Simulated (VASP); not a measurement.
**CdO: geometry relaxation (part 2 of 2)**

CdO (2 atoms in the cell); Kohn-Sham DFT of a periodic cell, PBEsol, VASP PAW PBE potentials, recommended, no spin polarisation (VASP 6.6.1); cutoff 600 eV, 12×12×12 k-mesh, Gaussian smearing of 0.03 eV. The structure derives from an entry of the Crystallography Open Database.

Geometry of the input (Å; fractional positions):
```
0.0000  2.3495  2.3495
2.3495  0.0000  2.3495
2.3495  2.3495  0.0000
Cd 0.0000  0.0000  0.0000
O  0.5000  0.5000  0.5000
```

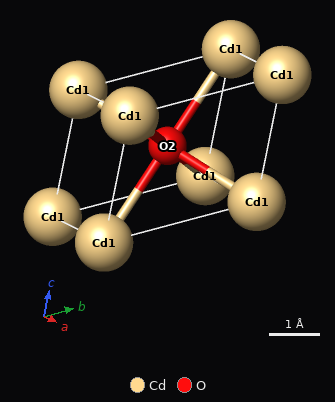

The geometry at step 1 of the log (ball-and-stick view of the cell of the calculation, seen slightly off an axis; atoms are numbered from 1 in the order of the input).

Parts of OUTCAR, continued
```
 conjugate gradient relaxation of ions
 non-spin polarized calculation
 Gauss-broadening in eV      SIGMA  =   0.03
  energy-cutoff  :      600.00
  volume of cell :       25.94
 maximum number of plane-waves:       893
   NGX = 13   NGY = 13   NGZ = 13

--------------------------------------- Ionic step        1  -------------------------------------------

 number of electron      18.0000002 magnetization

 Free energy of the ion-electron system (eV)
  ---------------------------------------------------
  ext. energy  EPLUGINS =         0.00000000
  ---------------------------------------------------
  free energy    TOTEN  =        -8.50538664 eV

  energy without entropy =       -8.50534101  energy(sigma->0) =       -8.50536382

------------------------ aborting loop because EDIFF is reached ----------------------------------------

  FORCE on cell =-STRESS in cart. coord.  units (eV):
  Direction    XX          YY          ZZ          XY          YZ          ZX
  --------------------------------------------------------------------------------------
  -------------------------------------------------------------------------------------
  Total        0.0857881      0.0857881      0.0857881     -0.0000000      0.0000000     -0.0000000
  in kB        5.2988488      5.2988488      5.2988488     -0.0000000      0.0000000     -0.0000000
  external PRESSURE =       5.2988488 kB  Pullay stress =       0.0000000 kB

 VOLUME and BASIS-vectors are now :
 -----------------------------------------------------------------------------
  energy-cutoff  :      600.00
  volume of cell :       25.94
      direct lattice vectors                 reciprocal lattice vectors
     0.000000000  2.349500000  2.349500000    -0.212811236  0.212811236  0.212811236
     2.349500000  0.000000000  2.349500000     0.212811236 -0.212811236  0.212811236
     2.349500000  2.349500000  0.000000000     0.212811236  0.212811236 -0.212811236

 POSITION                                       TOTAL-FORCE (eV/Angst)
 -----------------------------------------------------------------------------------
      0.00000      0.00000      0.00000         0.000000      0.000000      0.000000
      2.34950      2.34950      2.34950        -0.000000     -0.000000     -0.000000
 -----------------------------------------------------------------------------------
    total drift:                                0.000000      0.000000      0.000000

  FREE ENERGIE OF THE ION-ELECTRON SYSTEM (eV)
  ---------------------------------------------------
  free  energy   TOTEN  =        -8.5053866427 eV

  energy  without entropy=       -8.5053410068  energy(sigma->0) =       -8.50536382

--------------------------------------- Ionic step        2  -------------------------------------------

 number of electron      18.0000001 magnetization

------------------------ aborting loop because EDIFF is reached ----------------------------------------

  FORCE on cell =-STRESS in cart. coord.  units (eV):
  Direction    XX          YY          ZZ          XY          YZ          ZX
  --------------------------------------------------------------------------------------
  -------------------------------------------------------------------------------------
  Total       -0.0582294     -0.0582294     -0.0582294      0.0000000      0.0000000     -0.0000000
  in kB       -3.5743983     -3.5743983     -3.5743983      0.0000000      0.0000000     -0.0000000
  external PRESSURE =      -3.5743983 kB  Pullay stress =       0.0000000 kB

 VOLUME and BASIS-vectors are now :
 -----------------------------------------------------------------------------
  energy-cutoff  :      600.00
  volume of cell :       26.10
      direct lattice vectors                 reciprocal lattice vectors
     0.000000000  2.354361877  2.354361877    -0.212371770  0.212371770  0.212371770
     2.354361877 -0.000000000  2.354361877     0.212371770 -0.212371770  0.212371770
     2.354361877  2.354361877 -0.000000000     0.212371770  0.212371770 -0.212371770

 POSITION                                       TOTAL-FORCE (eV/Angst)
 -----------------------------------------------------------------------------------
      0.00000      0.00000      0.00000         0.000000     -0.000000     -0.000000
      2.35436      2.35436      2.35436        -0.000000      0.000000      0.000000
 -----------------------------------------------------------------------------------
    total drift:                                0.000000      0.000000      0.000000

  FREE ENERGIE OF THE ION-ELECTRON SYSTEM (eV)
  ---------------------------------------------------
  free  energy   TOTEN  =        -8.5054754083 eV

  energy  without entropy=       -8.5054296278  energy(sigma->0) =       -8.50545252

--------------------------------------- Ionic step        3  -------------------------------------------

 number of electron      18.0000002 magnetization

 Free energy of the ion-electron system (eV)
  ---------------------------------------------------
  ext. energy  EPLUGINS =         0.00000000
  ---------------------------------------------------
  free energy    TOTEN  =        -8.50554877 eV

  energy without entropy =       -8.50550305  energy(sigma->0) =       -8.50552591

 E-fermi :   1.8752     XC(G=0): -11.9422     alpha+bet : -8.5262

 val. band max:        1.8490335749   @ k =   0.5000   0.0000   0.0000
 cond. band min:       2.1416214999   @ k =   0.0833   0.0000   0.0000
 fundamental gap:      0.2925879250
 Fermi energy:         1.8751672914

 k-point     1 :       0.0000    0.0000    0.0000
  band No.  band energies     occupation
      1     -15.4488      2.00000
      2      -4.8051      2.00000
      3      -4.8051      2.00000
      4      -4.8051      2.00000
      5      -4.5027      2.00000
      6      -4.5027      2.00000
      7       0.5008      2.00000
      8       0.5008      2.00000
      9       0.5008      2.00000
     10       1.3096      2.00000
     11      16.6110      0.00000
     12      18.7064      0.00000
     13      18.7064      0.00000

 k-point     2 :       0.0833    0.0000    0.0000
  band No.  band energies     occupation
      1     -15.3996      2.00000
      2      -4.8337      2.00000
      3      -4.7908      2.00000
      4      -4.7908      2.00000
      5      -4.5540      2.00000
      6      -4.5540      2.00000
      7      -0.2327      2.00000
      8       0.5994      2.00000
      9       0.5994      2.00000
     10       2.1416      0.00000
     11      15.6869      0.00000
     12      18.0932      0.00000
     13      18.0932      0.00000

 k-point     3 :       0.1667    0.0000    0.0000
  band No.  band energies     occupation
      1     -15.2618      2.00000
      2      -4.9379      2.00000
      3      -4.8427      2.00000
      4      -4.8427      2.00000
      5      -4.5909      2.00000
      6      -4.5909      2.00000
      7      -1.0687      2.00000
      8       0.8592      2.00000
      9       0.8592      2.00000
     10       3.2853      0.00000
     11      13.7966      0.00000
     12      16.8668      0.00000
     13      16.8668      0.00000

 k-point     4 :       0.2500    0.0000    0.0000
  band No.  band energies     occupation
      1     -15.0650      2.00000
      2      -5.1499      2.00000
      3      -5.0341      2.00000
      4      -5.0341      2.00000
      5      -4.4963      2.00000
      6      -4.4962      2.00000
      7      -1.6356      2.00000
      8       1.1983      2.00000
      9       1.1983      2.00000
     10       4.3751      0.00000
     11      11.9334      0.00000
     12      15.6032      0.00000
     13      15.6032      0.00000

 k-point     5 :       0.3333    0.0000    0.0000
  band No.  band energies     occupation
      1     -14.8566      2.00000
      2      -5.4435      2.00000
      3      -5.2295      2.00000
      4      -5.2295      2.00000
      5      -4.3743      2.00000
      6      -4.3743      2.00000
      7      -1.9032      2.00000
      8       1.5262      2.00000
      9       1.5262      2.00000
     10       5.2917      0.00000
     11      10.4148      0.00000
     12      14.5574      0.00000
     13      14.5574      0.00000

 [... the levels of 18 k-points are left out ...]

 k-point    24 :      -0.4167    0.1667    0.0000
  band No.  band energies     occupation
      1     -14.6528      2.00000
      2      -5.5686      2.00000
      3      -5.2732      2.00000
      4      -5.1787      2.00000
      5      -4.2707      2.00000
      6      -4.2478      2.00000
      7      -1.8792      2.00000
      8       0.6436      2.00000
      9       1.5984      2.00000
     10       7.3846      0.00000
     11       8.7356      0.00000
     12      12.0176      0.00000
     13      14.0176      0.00000

 [... further k-points ...]

------------------------ aborting loop because EDIFF is reached ----------------------------------------

  FORCE on cell =-STRESS in cart. coord.  units (eV):
  Direction    XX          YY          ZZ          XY          YZ          ZX
  --------------------------------------------------------------------------------------
  -------------------------------------------------------------------------------------
  Total        0.0004121      0.0004121      0.0004121     -0.0000000     -0.0000000      0.0000000
  in kB        0.0253589      0.0253589      0.0253589     -0.0000000     -0.0000000      0.0000000
  external PRESSURE =       0.0253589 kB  Pullay stress =       0.0000000 kB

 VOLUME and BASIS-vectors are now :
 -----------------------------------------------------------------------------
  energy-cutoff  :      600.00
  volume of cell :       26.04
      direct lattice vectors                 reciprocal lattice vectors
     0.000000000  2.352396116  2.352396116    -0.212549237  0.212549237  0.212549237
     2.352396116 -0.000000000  2.352396116     0.212549237 -0.212549237  0.212549237
     2.352396116  2.352396116 -0.000000000     0.212549237  0.212549237 -0.212549237

 POSITION                                       TOTAL-FORCE (eV/Angst)
 -----------------------------------------------------------------------------------
      0.00000      0.00000      0.00000        -0.000000      0.000000     -0.000000
      2.35240      2.35240      2.35240         0.000000     -0.000000      0.000000
 -----------------------------------------------------------------------------------
    total drift:                                0.000000      0.000000      0.000000

  FREE ENERGIE OF THE ION-ELECTRON SYSTEM (eV)
  ---------------------------------------------------
  free  energy   TOTEN  =        -8.5055487727 eV

  energy  without entropy=       -8.5055030509  energy(sigma->0) =       -8.50552591

 reached required accuracy - stopping structural energy minimisation
```

CONTCAR
```
CdO
   1.00000000000000
     0.0000000000000000    2.3523961158936313    2.3523961158936313
     2.3523961158936313   -0.0000000000000000    2.3523961158936313
     2.3523961158936313    2.3523961158936313   -0.0000000000000000
  Cd              O
     1     1
Direct
     0.0000000000000000    0.0000000000000000    0.0000000000000000
     0.5000000000000000    0.5000000000000000    0.5000000000000000

  0.00000000E+00  0.00000000E+00  0.00000000E+00
  0.00000000E+00  0.00000000E+00  0.00000000E+00
```

Trajectory as extended XYZ (Å, eV, eV/Å), 3 frames, from step=0 to step=2
```
2
Lattice="0.0000 2.3495 2.3495 2.3495 0.0000 2.3495 2.3495 2.3495 0.0000" Properties=species:S:1:pos:R:3:forces:R:3 step=0 energy=-8.50539
Cd    0.0000    0.0000    0.0000    0.0000   0.0000   0.0000
O     2.3495    2.3495    2.3495    0.0000   0.0000   0.0000
2
Lattice="0.0000 2.3544 2.3544 2.3544 -0.0000 2.3544 2.3544 2.3544 -0.0000" Properties=species:S:1:pos:R:3:forces:R:3 step=1 energy=-8.50548
Cd    0.0000    0.0000    0.0000    0.0000   0.0000   0.0000
O     2.3544    2.3544    2.3544    0.0000   0.0000   0.0000
2
Lattice="0.0000 2.3524 2.3524 2.3524 -0.0000 2.3524 2.3524 2.3524 -0.0000" Properties=species:S:1:pos:R:3:forces:R:3 step=2 energy=-8.50555
Cd    0.0000    0.0000    0.0000    0.0000   0.0000   0.0000
O     2.3524    2.3524    2.3524    0.0000   0.0000   0.0000
```
